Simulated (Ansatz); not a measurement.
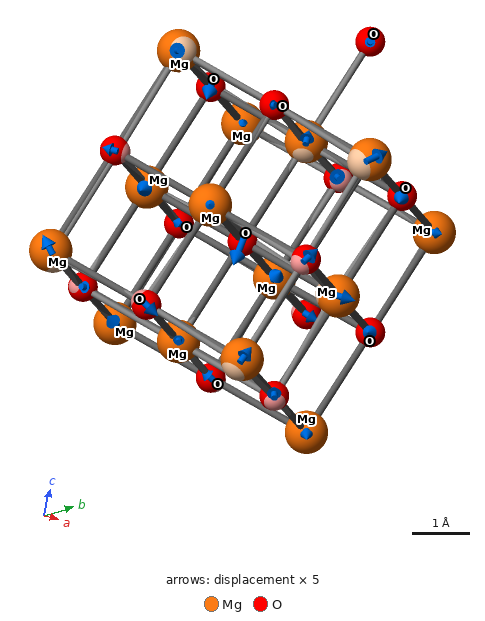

A relaxation of solid MgO (set up in P1). The starting structure is drawn faded, the final one solid; blue arrows show the displacements, 5 times their true length.

A ball-and-stick model of the atoms within 4.2 Å of the atom that moves most (axes of the cell of the calculation, reduced to other axes), seen slightly off an axis. Lengths and directions refer to the drawn axes.

Computed with Ansatz 0.2.0, DFT PBE, scalar-relativistic, plane waves, PAW. (plane-wave cutoff 420 eV; k-point mesh 2 × 2 × 2; occupations gaussian; smearing width 0.02 eV; no spin polarisation; atoms relaxed in a fixed cell; force threshold 0.03 eV/Å; at most 25 steps)

> What did the optimiser do to the structure, and how much energy did it gain?

Over 2 accepted moves (3 points after the start) the energy falls by 26.2 meV per atom. Largest force component: 1.8 eV/Å at the start, 0.0096 eV/Å at the end. 1 step only repeated the SCF at the same geometry. An O atom moves most: 0.14 Å roughly along [2 −1 −1]. By element the largest moves are O 0.14 Å, Mg 0.10 Å. The lattice vectors keep their values. Among the contacts that change: Mg–O 1.953 → 2.125 Å, Mg–O 2.276 → 2.128 Å, Mg–O 1.992 → 2.126 Å, Mg–O 2.246 → 2.127 Å. Among the angles between lasting bonds that change: Mg–O–Mg 172.5° → 179.9°, O–Mg–O 82.7° → 89.9°, O–Mg–O 173.0° → 179.9°. The space group (tolerance 0.01 Å) goes from P1 (No. 1) to Fm-3m (No. 225). The run took 46 s on 8 threads of Arm Neoverse V2, with other jobs on the host, peak memory 4.3 GiB.
